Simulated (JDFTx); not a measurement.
# Mg: geometry relaxation (part 2 of 2)

The same run, continued: Mg (P6₃/mmc, 4 atoms in the cell); Kohn-Sham DFT of a periodic cell, r2SCAN, SG15-PBE-1.2, no spin polarisation (JDFTx 1.7.0 (patched build)); cutoff 1088.45 eV, 4×4×1 k-mesh, fermi-dirac of 0.05 eV. The structure derives from a Materials Project entry. The settings are looser than a standard set-up, so the numbers are not reference values.

Geometry of the input (Å; fractional positions):
```
3.1768  0.0000  0.0000
-1.5884  2.7512  0.0000
0.0000  0.0000  10.3189
Mg 0.6667  0.3333  0.7500
Mg 0.0000  0.0000  0.5000
Mg 0.3333  0.6667  0.2500
Mg 0.0000  0.0000  0.0000
```

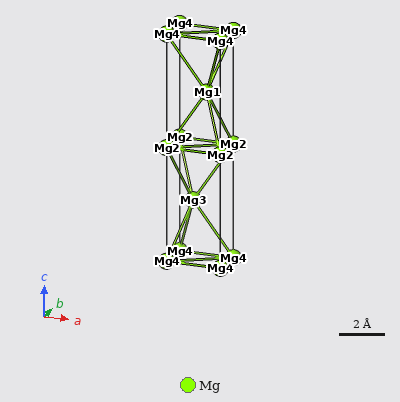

The geometry at step 3 of the log (ball-and-stick view of the cell of the calculation, seen slightly off an axis; atoms are numbered from 1 in the order of the input).

What the program printed, continued:
```
Setting wave functions to eigenvectors of Hamiltonian
# Lattice vectors:
R =
[      6.02682     -3.01341            0  ]
[ -2.26228e-13      5.21938            0  ]
[            0            0      19.5619  ]
unit cell volume = 615.345

# Strain tensor in Cartesian coordinates:
[   0.00391327 -3.78444e-14            0  ]
[ -3.76837e-14   0.00391327            0  ]
[            0            0   0.00318338  ]

# Stress tensor in Cartesian coordinates [Eh/a0^3]:
[ -3.23718e-06            0            0  ]
[            0 -3.23718e-06            0  ]
[            0            0 -1.34212e-06  ]

# Ionic positions in cartesian coordinates:
ion Mg   3.013412034453975   1.739794249253620  14.671423849160359 1
ion Mg   0.000000000025098  -0.000000000000000   9.780949232777751 1
ion Mg  -0.000000000008497   3.479588498507466   4.890474616395146 1
ion Mg   0.000000000025098  -0.000000000000000   0.000000000012539 1

# Forces in Cartesian coordinates:
force Mg   0.000000000000000   0.000000000000000   0.000000000000000 1
force Mg  -0.000000000000000  -0.000000000000000  -0.000000000000000 1
force Mg  -0.000000000000000  -0.000000000000000   0.000000000000000 1
force Mg  -0.000000000000000  -0.000000000000000  -0.000000000000000 1

# Energy components:
   Eewald =     -107.8049138641189160
       EH =       66.0443817475300108
     Eloc =     -211.7931212561207133
      Enl =      -34.8892014472637726
      Exc =      -27.9758305319335605
       KE =       98.9105677430050605
-------------------------------------
     Etot =     -217.5081176089018982
       TS =        0.0006196783266497
-------------------------------------
        F =     -217.5087372872285414

LatticeMinimize: Iter:   2  F: -217.508737287228541  |grad|_K:  3.464e-04  alpha:  1.000e+00  linmin: -9.723e-01

-------- Electronic minimization -----------
Will mix electronic and kinetic density at each iteration.
	FillingsUpdate:  mu: +0.218099493  nElectrons: 40.000000
	FillingsUpdate:  mu: +0.217408072  nElectrons: 40.000000
SCF: Cycle:  0   F: -217.508731888596543   dF: -1.328e-04   |Residual|: 4.858e-02   |deigs|: 3.996e-06
	FillingsUpdate:  mu: +0.217395511  nElectrons: 40.000000
SCF: Cycle:  1   F: -217.508734471226035   dF: -2.583e-06   |Residual|: 2.627e-02   |deigs|: 9.671e-04
	FillingsUpdate:  mu: +0.217382509  nElectrons: 40.000000
[... 9 further cycles ...]
SCF: Cycle: 11   F: -217.508739091397587   dF: -1.854e-10   |Residual|: 1.336e-04   |deigs|: 1.155e-06
	FillingsUpdate:  mu: +0.217462836  nElectrons: 40.000000
SCF: Cycle: 12   F: -217.508739091425610   dF: -2.802e-11   |Residual|: 7.299e-05   |deigs|: 6.478e-06
SCF: Converged (|Delta E|<1.000000e-09 for 2 iters).

Setting wave functions to eigenvectors of Hamiltonian
# Lattice vectors:
R =
[      6.03147     -3.01574            0  ]
[ -2.71463e-13      5.22341            0  ]
[            0            0       19.568  ]
unit cell volume = 616.486

# Strain tensor in Cartesian coordinates:
[   0.00468769 -4.54381e-14            0  ]
[ -4.52187e-14   0.00468769            0  ]
[            0            0   0.00349446  ]

# Stress tensor in Cartesian coordinates [Eh/a0^3]:
[ -6.69186e-08            0            0  ]
[            0 -6.69186e-08            0  ]
[            0            0 -6.86886e-08  ]

# Ionic positions in cartesian coordinates:
ion Mg   3.015736569532056   1.741136320206642  14.675973389225184 1
ion Mg   0.000000000025117  -0.000000000000000   9.783982259487635 1
ion Mg  -0.000000000008530   3.482272640413556   4.891991129750090 1
ion Mg   0.000000000025117  -0.000000000000000   0.000000000012543 1

# Forces in Cartesian coordinates:
force Mg  -0.000000000000000  -0.000000000000000   0.000000000000000 1
force Mg   0.000000000000000  -0.000000000000000   0.000000000000000 1
force Mg   0.000000000000000   0.000000000000000  -0.000000000000000 1
force Mg   0.000000000000000   0.000000000000000   0.000000000000000 1

# Energy components:
   Eewald =     -107.7382749836487790
       EH =       66.0845479606224870
     Eloc =     -211.8978865153474658
      Enl =      -34.8884224334322965
      Exc =      -27.9745381198251764
       KE =       98.9064565464010172
-------------------------------------
     Etot =     -217.5081175452302489
       TS =        0.0006215461953723
-------------------------------------
        F =     -217.5087390914256105

LatticeMinimize: Iter:   3  F: -217.508739091425610  |grad|_K:  8.507e-06  alpha:  1.000e+00  linmin: -9.391e-01

-------- Electronic minimization -----------
Will mix electronic and kinetic density at each iteration.
	FillingsUpdate:  mu: +0.217462836  nElectrons: 40.000000
	FillingsUpdate:  mu: +0.217446269  nElectrons: 40.000000
SCF: Cycle:  0   F: -217.508739085334497   dF: -6.720e-08   |Residual|: 1.189e-03   |deigs|: 2.039e-08
	FillingsUpdate:  mu: +0.217445650  nElectrons: 40.000000
SCF: Cycle:  1   F: -217.508739093089304   dF: -7.755e-09   |Residual|: 6.384e-04   |deigs|: 2.506e-05
	FillingsUpdate:  mu: +0.217445564  nElectrons: 40.000000
[... 3 further cycles ...]
SCF: Cycle:  5   F: -217.508739094975965   dF: -6.649e-10   |Residual|: 3.009e-04   |deigs|: 1.479e-05
	FillingsUpdate:  mu: +0.217447507  nElectrons: 40.000000
SCF: Cycle:  6   F: -217.508739095515097   dF: -5.391e-10   |Residual|: 3.335e-05   |deigs|: 1.166e-05
SCF: Converged (|Delta E|<1.000000e-09 for 2 iters).

Setting wave functions to eigenvectors of Hamiltonian
LatticeMinimize: 	Wolfe criterion not satisfied: alpha: 1  (E-E0)/|gdotd0|: -2.07356  gdotd/gdotd0: 2.53255 (taking cubic step)

-------- Electronic minimization -----------
Will mix electronic and kinetic density at each iteration.
	FillingsUpdate:  mu: +0.217447507  nElectrons: 40.000000
	FillingsUpdate:  mu: +0.217429117  nElectrons: 40.000000
SCF: Cycle:  0   F: -217.508739085063922   dF: -8.429e-08   |Residual|: 1.335e-03   |deigs|: 2.140e-08
	FillingsUpdate:  mu: +0.217428434  nElectrons: 40.000000
SCF: Cycle:  1   F: -217.508739094762745   dF: -9.699e-09   |Residual|: 7.158e-04   |deigs|: 2.815e-05
	FillingsUpdate:  mu: +0.217428365  nElectrons: 40.000000
[... 3 further cycles ...]
SCF: Cycle:  5   F: -217.508739097111572   dF: -8.122e-10   |Residual|: 3.409e-04   |deigs|: 1.674e-05
	FillingsUpdate:  mu: +0.217430544  nElectrons: 40.000000
SCF: Cycle:  6   F: -217.508739097807563   dF: -6.960e-10   |Residual|: 3.919e-05   |deigs|: 1.316e-05
SCF: Converged (|Delta E|<1.000000e-09 for 2 iters).

Setting wave functions to eigenvectors of Hamiltonian
LatticeMinimize: 	Wolfe criterion not satisfied: alpha: 2.09067  (E-E0)/|gdotd0|: -3.23594  gdotd/gdotd0: 1.60078 (taking cubic step)

-------- Electronic minimization -----------
Will mix electronic and kinetic density at each iteration.
	FillingsUpdate:  mu: +0.217430544  nElectrons: 40.000000
	FillingsUpdate:  mu: +0.217393962  nElectrons: 40.000000
SCF: Cycle:  0   F: -217.508739045282141   dF: -3.323e-07   |Residual|: 2.700e-03   |deigs|: 2.425e-08
	FillingsUpdate:  mu: +0.217392579  nElectrons: 40.000000
SCF: Cycle:  1   F: -217.508739082573157   dF: -3.729e-08   |Residual|: 1.423e-03   |deigs|: 5.691e-05
	FillingsUpdate:  mu: +0.217392381  nElectrons: 40.000000
[... 5 further cycles ...]
SCF: Cycle:  7   F: -217.508739095591949   dF: -2.250e-10   |Residual|: 4.385e-05   |deigs|: 5.105e-06
	FillingsUpdate:  mu: +0.217396415  nElectrons: 40.000000
SCF: Cycle:  8   F: -217.508739095621905   dF: -2.996e-11   |Residual|: 3.794e-06   |deigs|: 8.030e-07
SCF: Converged (|Delta E|<1.000000e-09 for 2 iters).

Setting wave functions to eigenvectors of Hamiltonian
# Lattice vectors:
R =
[      6.03187     -3.01594            0  ]
[  -2.7538e-13      5.22376            0  ]
[            0            0      19.5693  ]
unit cell volume = 616.611

# Strain tensor in Cartesian coordinates:
[   0.00475459 -4.61497e-14            0  ]
[ -4.58711e-14   0.00475459            0  ]
[            0            0   0.00356393  ]

# Stress tensor in Cartesian coordinates [Eh/a0^3]:
[  7.34688e-08            0            0  ]
[            0  7.34688e-08            0  ]
[            0            0  1.24776e-07  ]

# Ionic positions in cartesian coordinates:
ion Mg   3.015937380455730   1.741252258447478  14.676989344379153 1
ion Mg   0.000000000025119  -0.000000000000000   9.784659562923615 1
ion Mg  -0.000000000008533   3.482504516895232   4.892329781468080 1
ion Mg   0.000000000025119  -0.000000000000000   0.000000000012544 1

# Forces in Cartesian coordinates:
force Mg   0.000000000000000   0.000000000000000   0.000000000000000 1
force Mg   0.000000000000000   0.000000000000000  -0.000000000000000 1
force Mg   0.000000000000000   0.000000000000000  -0.000000000000000 1
force Mg   0.000000000000000   0.000000000000000   0.000000000000000 1

# Energy components:
   Eewald =     -107.7310072760237176
       EH =       66.0888717960874885
     Eloc =     -211.9092143341356689
      Enl =      -34.8883370416319920
      Exc =      -27.9743904583680703
       KE =       98.9059599338636417
-------------------------------------
     Etot =     -217.5081173802083185
       TS =        0.0006217154135874
-------------------------------------
        F =     -217.5087390956219053

LatticeMinimize: Iter:   4  F: -217.508739095621905  |grad|_K:  1.181e-05  alpha:  4.272e+00  linmin:  9.707e-01

-------- Electronic minimization -----------
Will mix electronic and kinetic density at each iteration.
	FillingsUpdate:  mu: +0.217396415  nElectrons: 40.000000
	FillingsUpdate:  mu: +0.217431997  nElectrons: 40.000000
SCF: Cycle:  0   F: -217.508739045451421   dF: -3.850e-07   |Residual|: 2.565e-03   |deigs|: 2.655e-08
	FillingsUpdate:  mu: +0.217433647  nElectrons: 40.000000
SCF: Cycle:  1   F: -217.508739085663422   dF: -4.021e-08   |Residual|: 1.450e-03   |deigs|: 5.437e-05
	FillingsUpdate:  mu: +0.217434155  nElectrons: 40.000000
[... 5 further cycles ...]
SCF: Cycle:  7   F: -217.508739097556969   dF: -1.594e-10   |Residual|: 2.929e-05   |deigs|: 2.778e-06
	FillingsUpdate:  mu: +0.217430060  nElectrons: 40.000000
SCF: Cycle:  8   F: -217.508739097583401   dF: -2.643e-11   |Residual|: 2.804e-06   |deigs|: 3.251e-07
SCF: Converged (|Delta E|<1.000000e-09 for 2 iters).

Setting wave functions to eigenvectors of Hamiltonian
# Lattice vectors:
R =
[      6.03171     -3.01585            0  ]
[  -2.7373e-13      5.22361            0  ]
[            0            0      19.5683  ]
unit cell volume = 616.545

# Strain tensor in Cartesian coordinates:
[   0.00472642 -4.58295e-14            0  ]
[ -4.55964e-14   0.00472642            0  ]
[            0            0   0.00351388  ]

# Stress tensor in Cartesian coordinates [Eh/a0^3]:
[ -1.25412e-08            0            0  ]
[            0 -1.25412e-08            0  ]
[            0            0 -8.80837e-08  ]

# Ionic positions in cartesian coordinates:
ion Mg   3.015852826985066   1.741203441478431  14.676257314015130 1
ion Mg   0.000000000025118  -0.000000000000000   9.784171542680934 1
ion Mg  -0.000000000008532   3.482406882957136   4.892085771346738 1
ion Mg   0.000000000025118  -0.000000000000000   0.000000000012543 1

# Forces in Cartesian coordinates:
force Mg  -0.000000000000000   0.000000000000000   0.000000000000000 1
force Mg   0.000000000000000   0.000000000000000  -0.000000000000000 1
force Mg  -0.000000000000000  -0.000000000000000   0.000000000000000 1
force Mg  -0.000000000000000   0.000000000000000  -0.000000000000000 1

# Energy components:
   Eewald =     -107.7348071698407495
       EH =       66.0866210023305456
     Eloc =     -211.9033066719645717
      Enl =      -34.8883778733028294
      Exc =      -27.9744680218375663
       KE =       98.9062212800506870
-------------------------------------
     Etot =     -217.5081174545644842
       TS =        0.0006216430189300
-------------------------------------
        F =     -217.5087390975834012

LatticeMinimize: Iter:   5  F: -217.508739097583401  |grad|_K:  6.537e-06  alpha:  1.000e+00  linmin:  8.902e-01
LatticeMinimize: Converged (|Delta F|<1.000000e-06 for 2 iters).

Dumping 'run.eigStats' ...
	eMin: -2.685628 at state 0 ( [ +0.000000 +0.000000 +0.000000 ] spin 0 )
	HOMO: +0.215368 at state 2 ( [ +0.000000 +0.500000 +0.000000 ] spin 0 )
	mu  : +0.217430
	LUMO: +0.230413 at state 1 ( [ +0.000000 +0.250000 +0.000000 ] spin 0 )
	eMax: +0.669345 at state 0 ( [ +0.000000 +0.000000 +0.000000 ] spin 0 )
	HOMO-LUMO gap: +0.015044
	Optical gap  : +0.023388 at state 1 ( [ +0.000000 +0.250000 +0.000000 ] spin 0 )
Done!
```

Trajectory as extended XYZ (Å, eV, eV/Å), 6 frames, from step=0 to step=5:
```
4
Lattice="3.1768 0.0000 0.0000 -1.5884 2.7512 0.0000 0.0000 0.0000 10.3188" Properties=species:S:1:pos:R:3:forces:R:3 step=0 energy=-5918.71234
Mg    1.5884    0.9171    7.7391    0.0000   0.0000   0.0000
Mg    0.0000    0.0000    5.1594    0.0000   0.0000   0.0000
Mg    0.0000    1.8341    2.5797    0.0000   0.0000   0.0000
Mg    0.0000    0.0000    0.0000    0.0000   0.0000   0.0000
4
Lattice="3.1784 -0.0000 0.0000 -1.5892 2.7526 0.0000 0.0000 0.0000 10.3230" Properties=species:S:1:pos:R:3:forces:R:3 step=1 energy=-5918.71274
Mg    1.5892    0.9175    7.7423    0.0000   0.0000   0.0000
Mg    0.0000    0.0000    5.1615    0.0000   0.0000   0.0000
Mg    0.0000    1.8350    2.5808    0.0000   0.0000   0.0000
Mg    0.0000    0.0000    0.0000    0.0000   0.0000   0.0000
4
Lattice="3.1893 -0.0000 0.0000 -1.5946 2.7620 0.0000 0.0000 0.0000 10.3517" Properties=species:S:1:pos:R:3:forces:R:3 step=2 energy=-5918.71426
Mg    1.5946    0.9207    7.7638    0.0000   0.0000   0.0000
Mg    0.0000    0.0000    5.1759    0.0000   0.0000   0.0000
Mg    0.0000    1.8413    2.5879    0.0000   0.0000   0.0000
Mg    0.0000    0.0000    0.0000    0.0000   0.0000   0.0000
4
Lattice="3.1917 -0.0000 0.0000 -1.5959 2.7641 0.0000 0.0000 0.0000 10.3549" Properties=species:S:1:pos:R:3:forces:R:3 step=3 energy=-5918.71431
Mg    1.5959    0.9214    7.7662    0.0000   0.0000   0.0000
Mg    0.0000    0.0000    5.1775    0.0000   0.0000   0.0000
Mg    0.0000    1.8427    2.5887    0.0000   0.0000   0.0000
Mg    0.0000    0.0000    0.0000    0.0000   0.0000   0.0000
4
Lattice="3.1919 -0.0000 0.0000 -1.5960 2.7643 0.0000 0.0000 0.0000 10.3556" Properties=species:S:1:pos:R:3:forces:R:3 step=4 energy=-5918.71431
Mg    1.5960    0.9214    7.7667    0.0000   0.0000   0.0000
Mg    0.0000    0.0000    5.1778    0.0000   0.0000   0.0000
Mg    0.0000    1.8429    2.5889    0.0000   0.0000   0.0000
Mg    0.0000    0.0000    0.0000    0.0000   0.0000   0.0000
4
Lattice="3.1918 -0.0000 0.0000 -1.5959 2.7642 0.0000 0.0000 0.0000 10.3551" Properties=species:S:1:pos:R:3:forces:R:3 step=5 energy=-5918.71431
Mg    1.5959    0.9214    7.7663    0.0000   0.0000   0.0000
Mg    0.0000    0.0000    5.1776    0.0000   0.0000   0.0000
Mg    0.0000    1.8428    2.5888    0.0000   0.0000   0.0000
Mg    0.0000    0.0000    0.0000    0.0000   0.0000   0.0000
```

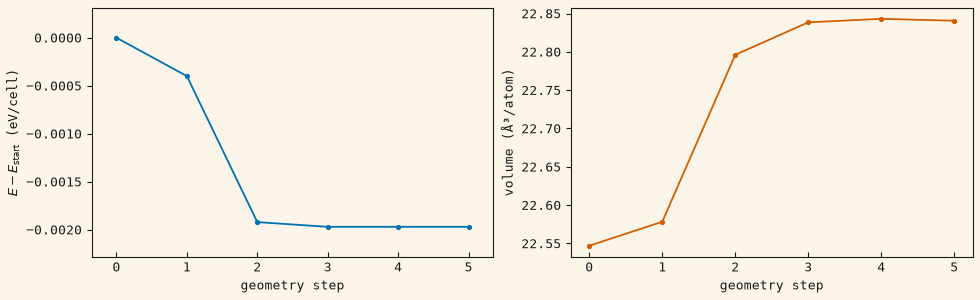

Progress of the relaxation, step by step (steps are counted from 0). Over 5 geometry steps the energy falls by 2.0 meV per cell of the calculation. All forces vanish by symmetry, so only the cell relaxes. No atom moves by more than 0.005 Å relative to the cell. The volume changes by +1.3 %, with a = b 3.177 → 3.192 Å (+0.5 %), c 10.319 → 10.355 Å (+0.4 %). Distances before and after: Mg1–Mg1 3.177 → 3.192 Å, Mg1–Mg2 3.165 → 3.178 Å. The space group stays P6_3/mmc (No. 194). (Atoms are counted from 1 in the order of the input.)

Key numbers:

```csv
quantity,value
outcome,converged
space group (tolerance 0.01 Å),P6₃/mmc (194)
electrons treated,40
free energy,−5918.7143 eV
Fermi energy,5.917 eV
gap on the k-point mesh,none (metallic)
pressure,0.00 GPa
final volume,91.36 Å³
largest force (length of the vector) at the end,under 0.001 eV/Å
final cell,"a = 3.192 Å, b = 3.192 Å, c = 10.355 Å, α = 90.00°, β = 90.00°, γ = 120.00°"
wall time,3.2 min
peak memory,0.32 GiB
```

The settings depart from the standard set-up of this series, which can bear on the numbers. Points of doubt noted for this run: coarse mesh; metagga forces on grid.
